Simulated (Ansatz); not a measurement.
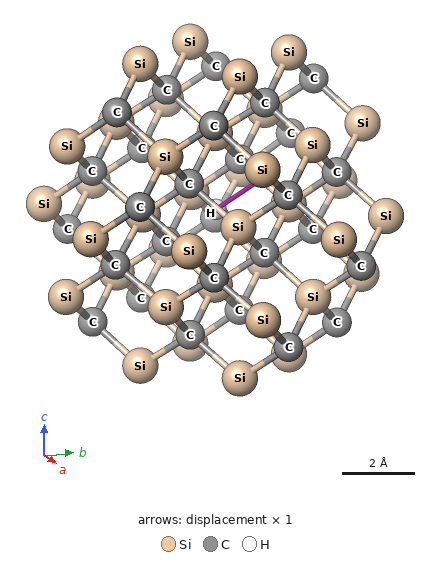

A relaxation of a defect cell of composition Si$_{32}$C$_{32}$H (cell charge −1). The starting structure is drawn; purple arrows show the displacements, at their true length.

The picture is a ball-and-stick view of the atoms within 5.0 Å of the atom that moves most (axes of the cell of the calculation (origin shifted)), seen slightly off an axis.

Computed with DFT, PBEsol, PAW, plane waves in Ansatz. (plane-wave cutoff 420 eV; k-point mesh 1 × 1 × 1; mesh shifted by (0.25, 0.25, 0.25); no spin polarisation; atoms relaxed in a fixed cell; force threshold 0.03 eV/Å; at most 80 steps)

Question: Describe the change and its energy.

Answer: The energy falls by 3.518 eV per cell of the calculation in 11 geometry steps. Largest force component: 2.1 eV/Å at the start, 0.026 eV/Å at the end. The largest move is that of the H atom, 1.83 Å along [1 1 1]. By element the largest moves are H 1.83 Å, C 0.11 Å, Si 0.11 Å. The cell doesn't change. Some distances before and after: H–Si 3.754 → 1.817 Å, H–Si 2.207 → 1.826 Å, H–Si 2.156 → 1.825 Å, C–Si 1.847 → 1.933 Å. Bond angles that change, for instance: Si–C–Si 111.5° → 103.1°, Si–C–Si 111.1° → 103.1°, Si–C–Si 110.1° → 103.6°.

Limits of the set-up: the cell is charged, on a uniform background, and energies carry no finite-size correction.
